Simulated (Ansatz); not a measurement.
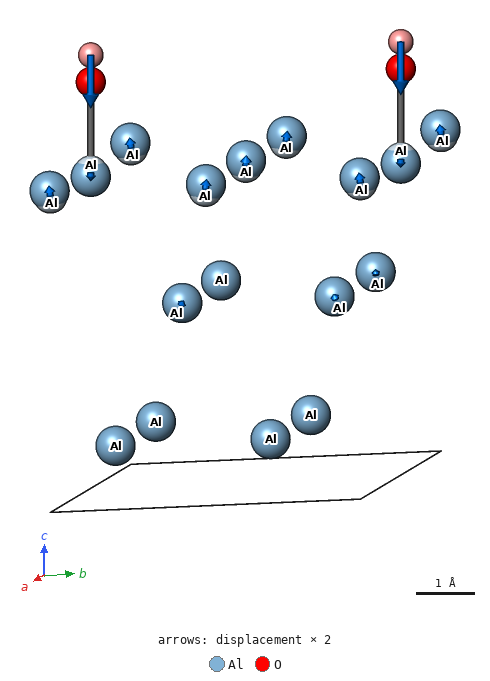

This is a constrained relaxation of a slab of composition Al$_{12}$O (cut from the Fm-3m phase). The starting structure is drawn faded, the final one solid; blue arrows show the displacements, magnified 2 times.

A ball-and-stick model of the cell of the calculation, outlined in the plane, without the vacuum, seen slightly off an axis.

Case: 1 O a cell, anchor, over a top Al site. The slab is the (1 1 1) face of Al with O on it. 4 atoms are held fixed.

Computed with DFT PBE+D3(BJ), scalar-relativistic, plane waves, PAW (Ansatz 0.2.0).

The input:
```yaml
crystal:
  lattice:
    - [5.6324246406, 0.0, 0.0]
    - [-2.8162123203, 4.8778228237, 0.0]
    - [0.0, 0.0, 22.5988554614]
  atoms:
    - { symbol: Al, position: [0.3333333333, 0.1666666667, 0.3540002286] }
    - { symbol: Al, position: [0.3333333333, 0.6666666667, 0.3540002286] }
    - { symbol: Al, position: [0.8333333333, 0.1666666667, 0.3540002286] }
    - { symbol: Al, position: [0.8333333333, 0.6666666667, 0.3540002286] }
    - { symbol: Al, position: [0.6666666667, 0.3333333333, 0.4557499714] }
    - { symbol: Al, position: [0.6666666667, 0.8333333333, 0.4557499714] }
    - { symbol: Al, position: [0.1666666667, 0.3333333333, 0.4557499714] }
    - { symbol: Al, position: [0.1666666667, 0.8333333333, 0.4557499714] }
    - { symbol: Al, position: [0.0, 0.5, 0.5574997142] }
    - { symbol: Al, position: [0.0, 0.0, 0.5574997142] }
    - { symbol: Al, position: [0.5, 0.5, 0.5574997142] }
    - { symbol: Al, position: [0.5, 0.0, 0.5574997142] }
    - { symbol: O, position: [0.5, 0.0, 0.6495397737], spin: 2.0 }
basis:
  ecutwfc: 420
kpoints:
  mp_grid: { grid: [4, 4, 1] }
hamiltonian:
  xc: pbe
  dispersion: d3bj
scf:
  occupations: { method: gaussian, width: 0.1 }
output:
  forces: true
  eigenvalues: true
  populations: true
magnetization:
  spin_polarized: true
relax:
  adjacent_minimum: "off"
  f_tol: 0.04
  max_steps: 100
  constraints: [{ sites: [0, 1, 2, 3] }]
efield:
  axis: 3
  dipole_correction: true
  ramp_width: 0.04
```

Run as
```bash
ansatz run input.yaml --threads 4 --pin off --max-ram 10240MiB --backend cpu --events-out ev --progress --plain --runs-dir out
```

**What did the optimiser do to the structure, and how much energy did it gain?**

Over 6 geometry steps the energy falls by 1.298 eV per cell of the calculation. The largest force component goes from 4.1 to 0.0045 eV/Å. O13 moves most: 0.48 Å along the normal (−c). Largest moves by element: O 0.48 Å, Al 0.10 Å. The lattice vectors keep their values. Near-neighbour distances that change, for instance: Al12–O13 2.080 → 1.681 Å. The program noted that the starting moments weren't kept.

Limits of the set-up: the periodic images lie only 5.6 Å apart, so the values are limited by the cell's size.
